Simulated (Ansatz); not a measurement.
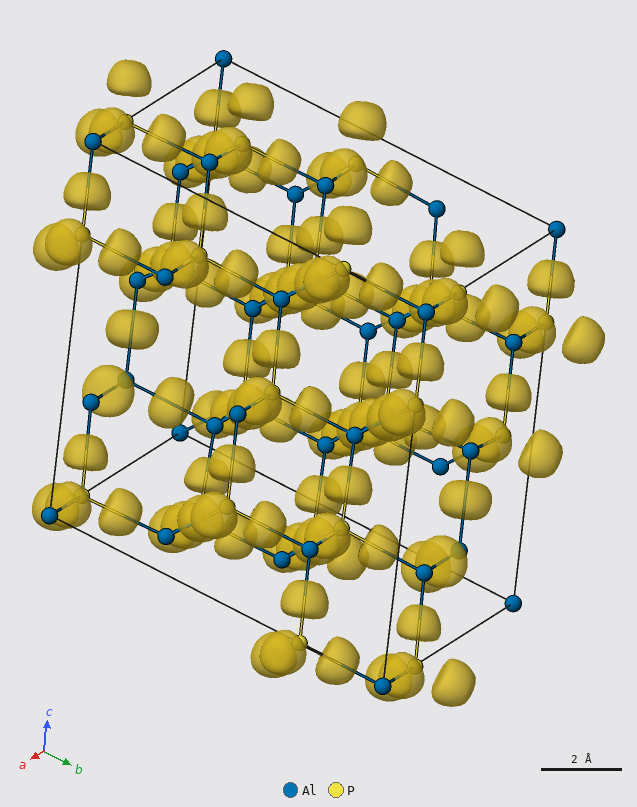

*Al₁₇P₁₅ (cell with a defect). Isosurface of the ELF at 0.85 (yellow), seen slightly off an axis. Core shells and regions of very low density are left out. Sticks mark near contacts.*

The calculation used DFT PBE, scalar-relativistic, plane waves, PAW in Ansatz.

Core electrons are frozen (PAW), and the valence fields are smoothed inside the atomic spheres.

The calculation's input:

```
crystal:
  lattice:
    - [-5.5073398843, 5.5073398843, -5.5073398843]
    - [5.5073398843, -5.5073398843, -5.5073398843]
    - [-5.5073398843, -5.5073398843, 5.5073398843]
  atoms:
    - { symbol: Al, position: [0.5, 0.25, 0.25] }
    - { symbol: Al, position: [0.25, 0.25, 0.5] }
    - { symbol: Al, position: [0.0, 0.25, 0.75] }
    - { symbol: Al, position: [0.75, 0.0, 0.25] }
    - { symbol: Al, position: [0.75, 0.25, 0.0] }
    - { symbol: Al, position: [0.5, 0.0, 0.5] }
    - { symbol: Al, position: [0.25, 0.0, 0.75] }
    - { symbol: Al, position: [0.0, 0.75, 0.25] }
    - { symbol: Al, position: [1.0, 1.0, 1.0] }
    - { symbol: Al, position: [0.75, 0.75, 0.5] }
    - { symbol: Al, position: [0.5, 0.75, 0.75] }
    - { symbol: Al, position: [0.25, 0.5, 0.25] }
    - { symbol: Al, position: [0.25, 0.75, 0.0] }
    - { symbol: Al, position: [0.0, 0.5, 0.5] }
    - { symbol: Al, position: [0.75, 0.5, 0.75] }
    - { symbol: Al, position: [0.5, 0.5, 0.0] }
    - { symbol: Al, position: [0.5, 0.0, 0.25] }
    - { symbol: P, position: [0.25, 0.0, 0.5] }
    - { symbol: P, position: [0.0, 0.0, 0.75] }
    - { symbol: P, position: [0.75, 0.75, 0.25] }
    - { symbol: P, position: [0.75, 0.0, 0.0] }
    - { symbol: P, position: [0.5, 0.75, 0.5] }
    - { symbol: P, position: [0.25, 0.75, 0.75] }
    - { symbol: P, position: [0.0, 0.5, 0.25] }
    - { symbol: P, position: [0.0, 0.75, 0.0] }
    - { symbol: P, position: [0.75, 0.5, 0.5] }
    - { symbol: P, position: [0.5, 0.5, 0.75] }
    - { symbol: P, position: [0.25, 0.25, 0.25] }
    - { symbol: P, position: [0.25, 0.5, 0.0] }
    - { symbol: P, position: [0.0, 0.25, 0.5] }
    - { symbol: P, position: [0.75, 0.25, 0.75] }
    - { symbol: P, position: [0.5, 0.25, 0.0] }
  host:
    lattice:
      - [0.0, 2.7536699422, 2.7536699422]
      - [2.7536699422, 0.0, 2.7536699422]
      - [2.7536699422, 2.7536699422, 0.0]
    atoms:
      - { symbol: Al, position: [0.0, 0.0, 0.0] }
      - { symbol: P, position: [0.75, 0.75, 0.75] }
basis:
  ecutwfc: 420
  xc_grid: 2
kpoints:
  mp_grid: { grid: [2, 2, 2], shift: [0.5, 0.5, 0.5] }
hamiltonian:
  xc: pbe
scf:
  occupations: { method: gaussian, width: 0.01 }
output:
  forces: true
  stress: false
  eigenvalues: true
  charged_corrections:
    defect_position: [0.5, 0.0, 0.25]
    epsilon: [[10.3826, 0.0, 0.0], [0.0, 10.3826, 0.0], [0.0, 0.0, 10.3826]]
  write_density: true
  write_potential: true
  elf: true
  volumetric_format: npy
relax:
  adjacent_minimum: "off"
  f_tol: 0.025
  max_steps: 45
```

Run with:

```sh
ansatz run input.yaml --threads 4 --pin off --max-ram 10240MiB --backend cpu --events-out ev --progress --plain --runs-dir out
```

The fields are those of the run's last geometry, not of the input's.

> What do the ELF domains correspond to?

The surface consists of four regions between bonded Al–Al atoms and 60 regions between bonded Al–P atoms, counted in one cell of 32 atoms. Any copies at cell faces, edges or corners count once.

Values along the shortest contacts:
Al–P (2.37 Å): the ELF peaks at about 0.95 between the atoms. Al–Al (2.55 Å): the ELF peaks at about 0.95 between the atoms.
